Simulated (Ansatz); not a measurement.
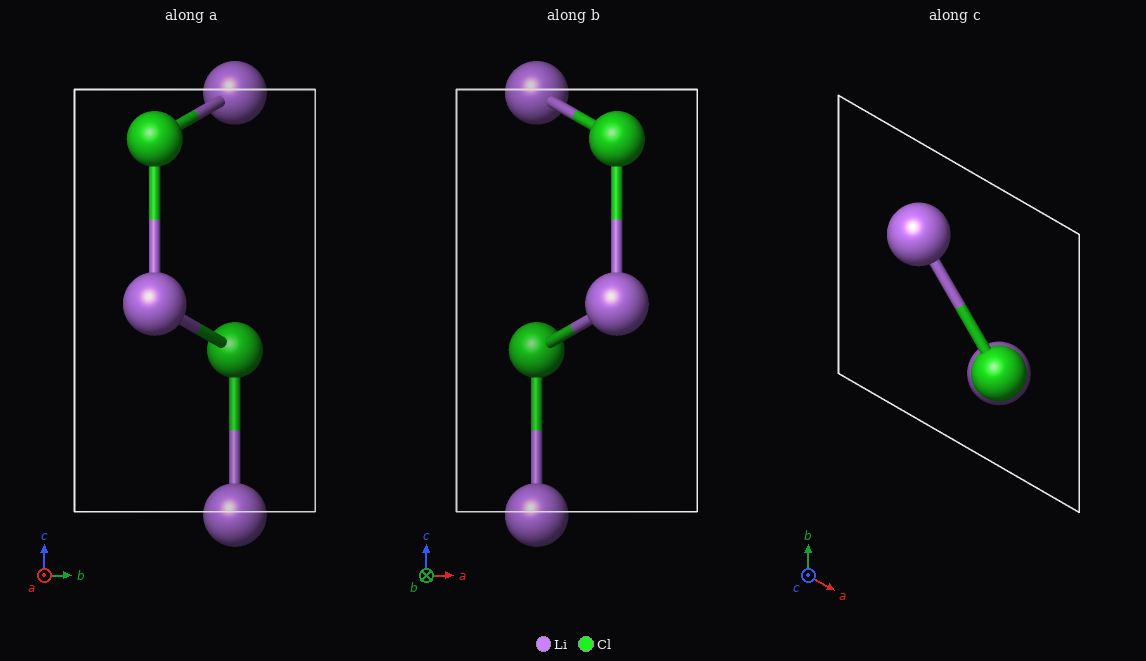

Shown here is a ball-and-stick view of the crystal, taken along the a axis, along the b axis and along the c axis. The conventional unit cell is drawn as a box.

Lattice parameters: a = 4.099 Å, b = 4.099 Å, c = 6.224 Å, α = 90.00°, β = 90.00°, γ = 120.00°. Put a along x and b in the xy plane.

**Transcribe the picture into a POSCAR file, with free fractional coordinates to two decimals.**

```
Li Cl
1.0
     4.099    0.000    0.000
    -2.049    3.550    0.000
     0.000    0.000    6.224
Li Cl
2 2
Direct
  0.3333 0.6667 0.99
  0.6667 0.3333 0.49
  0.3333 0.6667 0.38
  0.6667 0.3333 0.88
```

The cell started as a structure type filled with these elements by a generator (whether the compound takes this form wasn't checked). The cell was then strained or its atoms displaced on purpose. Ansatz was used for an electronic-structure calculation on it.
